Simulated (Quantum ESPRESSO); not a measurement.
## A series of single points on ZnS

System: ZnS (4 atoms in the cell).
Method: Kohn-Sham DFT of a periodic cell, LDA, GBRV 1.5 LDA, no spin polarisation (Quantum ESPRESSO 7.5).

The 7 runs differ only in the geometry, by an even scaling of the cell at fixed fractional positions. The structure derives from an entry of the Crystallography Open Database.

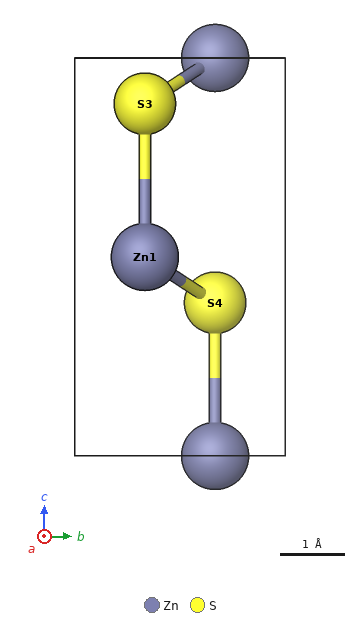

Figure 1. The structure of run 4 (ball-and-stick view of the cell of the calculation, along the a axis; atoms are numbered from 1 in the order of the input).

## Input of run 4
```
&CONTROL
  calculation = 'scf'
  prefix = 'pwscf'
  outdir = './tmp'
  pseudo_dir = './pseudo'
  tstress = .true.
  disk_io = 'nowf'
/
&SYSTEM
  ibrav = 0
  nat = 4
  ntyp = 2
  ecutwfc = 56
  ecutrho = 448
  nbnd = 36
  occupations = 'smearing'
  smearing = 'fd'
  degauss = 0.00367493
/
&ELECTRONS
  conv_thr = 8d-10
  electron_maxstep = 120
  mixing_beta = 0.5
/
ATOMIC_SPECIES
Zn    65.3800 zn_lda_v1.uspp.F.UPF
S     32.0600 s_lda_v1.4.uspp.F.UPF
CELL_PARAMETERS angstrom
   3.8110000000    0.0000000000    0.0000000000
  -1.9055000000    3.3004228138    0.0000000000
   0.0000000000    0.0000000000    6.2340000000
ATOMIC_POSITIONS crystal
Zn     0.6666666667    0.3333333333    0.5000000000
Zn     0.3333333333    0.6666666667    0.0000000000
S      0.6666666667    0.3333333333    0.8850000000
S      0.3333333333    0.6666666667    0.3850000000
K_POINTS automatic
8 8 5 0 0 0
```

Command:
```bash
OMP_NUM_THREADS=1 mpirun -n 2 pw.x -nk 2 -in pw.in > pw.out
```

Run 5 differs from it as follows:
```diff
-   3.8110000000    0.0000000000    0.0000000000
-  -1.9055000000    3.3004228138    0.0000000000
-   0.0000000000    0.0000000000    6.2340000000
+   3.8362391461    0.0000000000    0.0000000000
+  -1.9181195731    3.3222805555    0.0000000000
+   0.0000000000    0.0000000000    6.2752859714
```

## Results, with one run withheld

```csv
run,volume per atom (Å³),"free energy per atom, from the lowest run given (meV)",pressure (GPa),gap on the mesh (eV)
1,18.427,0.58,1.10,2.28
2,18.819,0.00,−0.75,2.18
3,19.211,3.64,−2.39,2.08
4,19.603,11.04,−3.81,1.98
5,19.995,?,?,?
6,20.387,35.56,−6.26,1.80
7,20.779,52.00,−7.29,1.71
```

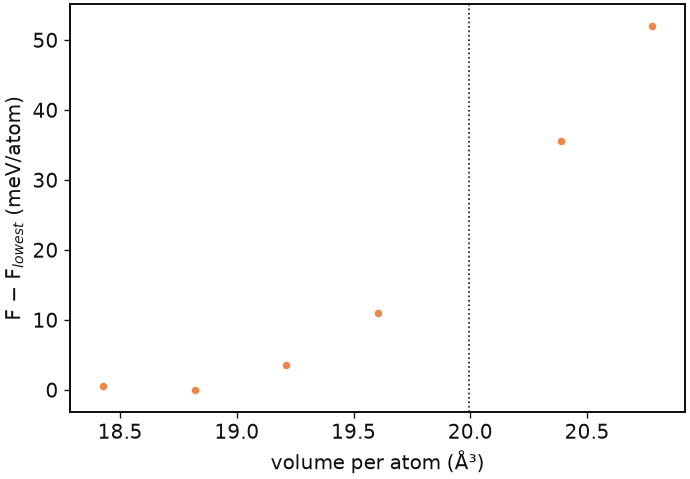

Figure 2. Free energy per atom of the runs given; the dotted line marks run 5.

Fit the runs given and predict run 5.

A cubic polynomial in V^(−2/3) (the Birch–Murnaghan form), fitted to the 6 runs given, misses them by under 0.01 meV per atom. With x = V^(−2/3) − 0.13799 Å⁻², it reads F = 8.9382 − 4504.1 x + 5.4551e+05 x² + 8.2188e+05 x³ (meV per atom). At run 5 it gives 21.80 meV per atom, and the run itself gives 21.80. The slope of the fit gives a pressure −dF/dV of −5.03 GPa there, and the run prints −5.10 GPa. The two needn't agree exactly: the fit is approximate, and the printed stress is taken on a finite basis. The fit has its minimum at 18.672 Å³ per atom, where V d²F/dV² gives 85.5 GPa. Cell shape and fractional positions are held, so this is the stiffness under even scaling; the relaxed bulk modulus wasn't computed. The gap on the mesh goes, without turning, from 2.28 eV in run 1 to 1.71 eV in run 7; run 5 has 1.89 eV. These are gaps of this functional on this mesh, which can miss the band edges; they aren't the measured gap.

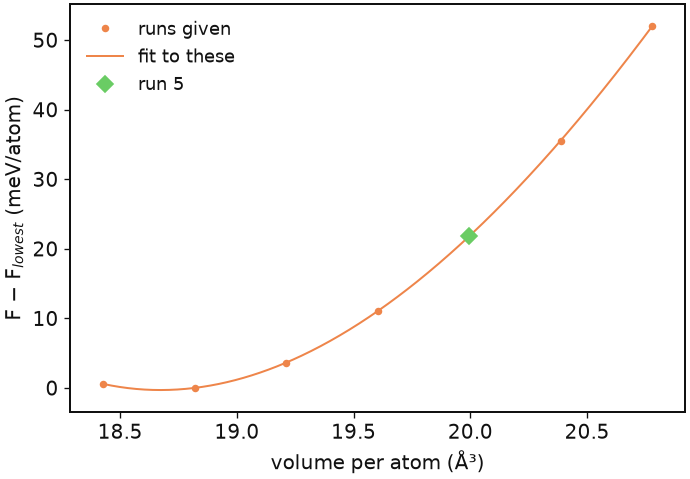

Figure 3. The fit and the withheld run.

## Some lines of the output (run 5)
```
[...]
     number of k points=    30  Fermi-Dirac smearing, width (Ry)=  0.0037
     total energy              =    -970.83991260 Ry
     total energy              =    -970.88624689 Ry
     total energy              =    -970.89622979 Ry
     total energy              =    -970.89642614 Ry
     total energy              =    -970.89646044 Ry
     total energy              =    -970.89646865 Ry
     total energy              =    -970.89646874 Ry
     total energy              =    -970.89646875 Ry
     the Fermi energy is     7.2389 ev
!    total energy              =    -970.89646875 Ry
     The total energy is F=E-TS. E is the sum of the following terms:
     Computing stress (Cartesian axis) and pressure
          total   stress  (Ry/bohr**3)                   (kbar)     P=      -51.02
```
